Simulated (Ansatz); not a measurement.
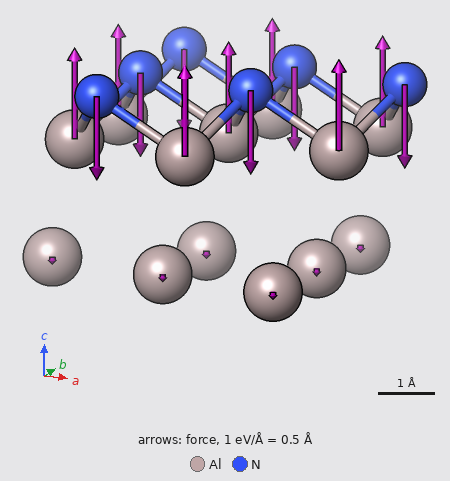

Starting geometry of a slab of composition Al$_{8}$N (cut from the P6_3/mmc phase) with the computed forces as purple arrows. A ball-and-stick model of the atoms within 4.2 Å of the atom that moves most (axes of the 3 × 3 repeat of the cell, outlined in the plane, without the vacuum), seen slightly off an axis.

Case: N put at a hollow Al-Al-Al site. The slab is the (0 0 1) face of Al with N on it. 4 atoms are held fixed.

Computed with DFT PBEsol, scalar-relativistic, plane waves, PAW (Ansatz). (plane-wave cutoff 420 eV; k-point mesh 12 × 12 × 1; occupations gaussian; smearing width 0.1 eV; no spin polarisation; dipole correction; atoms relaxed in a fixed cell; force threshold 0.03 eV/Å; at most 70 steps)

Is this structure relaxed? If not, where do the atoms go?

Answer. It isn't relaxed: the largest force vector, on an Al atom, is 3.34 eV/Å. The final displacements follow the starting forces only in part (cosine between the two patterns 0.81). The energy falls by 1.238 eV per cell of the calculation in 5 accepted moves (6 points after the start). Largest force component: 3.3 eV/Å at the start, 0.011 eV/Å at the end. 1 step only repeated the SCF at the same geometry. The atom that moves furthest is an Al atom (0.65 Å along the normal (+c)). Largest moves by element: Al 0.65 Å, N 0.07 Å. The cell doesn't change. Near-neighbour distances that change, for instance: Al–N 1.929 → 1.663 Å. Bond angles that change, for instance: N–Al–N 94.6° → 117.0°, Al–N–Al 94.6° → 117.0°. The run took 40 s on 1 thread of AMD EPYC 9R45 96-Core Processor (Zen 5), with other jobs on the host, peak memory 0.51 GiB.

Limits of the set-up: the cell has an odd number of electrons but was run without spin polarisation; the periodic images lie only 2.8 Å apart, so the values are limited by the cell's size.
